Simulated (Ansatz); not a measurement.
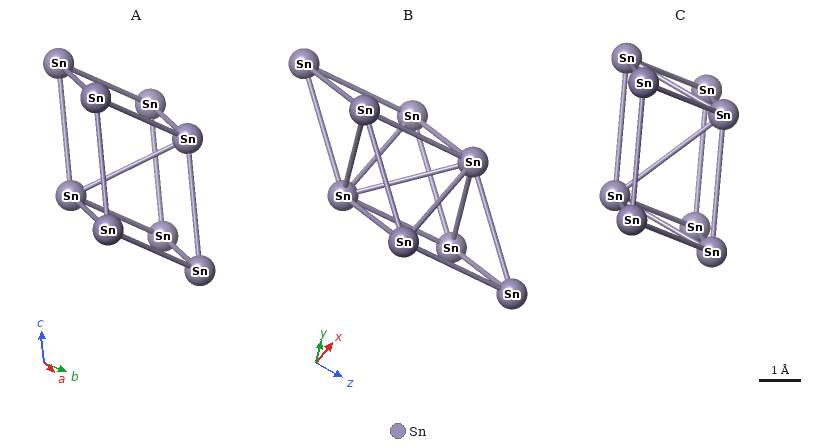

Solid Sn (Im-3m): the ratio of the cell's length along z to its lengths across, counted as 1 for the reference, is changed at fixed volume (a tetragonal or Bain path), with the atoms kept at their fractional coordinates. x, y and z are the Cartesian axes of the input. Style: ball-and-stick. Shown: the cell of the calculation, slightly off an axis.

The calculation used DFT PBEsol+D3(BJ), scalar-relativistic, plane waves, PAW (Ansatz 0.2.0). Settings: plane-wave cutoff 420 eV; k-point mesh 20 × 20 × 20; occupations gaussian; smearing width 0.15 eV; no spin polarisation. Energies (free energies at the smearing named) are counted from the cell as listed in its source, which wasn't relaxed.

### Order these geometries by energy, lowest first.

Lowest first: B (the relative ratio 1.50, −8.4 meV/atom), A (the relative ratio 1.00, 0.0 meV/atom), C (the relative ratio 0.65, 159.9 meV/atom). Over the whole scan: of the computed points the lowest is at the relative ratio 0.85, −11.5 meV/atom. A local maximum lies at 1.00 (0.0 meV/atom). The end points stand at 159.9 meV/atom (0.65) and −8.4 meV/atom (1.50). The unrelaxed reference is under a pressure of −4.6 GPa. The distortion takes the space group from Im-3m to I4/mmm. At the relative ratio 1.50 the cell of the drawing goes a 3.282 → 3.412 Å, b 3.282 → 3.412 Å, c 3.282 → 3.412 Å, α 109.5° → 122.0°, β 109.5° → 122.0°, γ 109.5° → 86.6°.
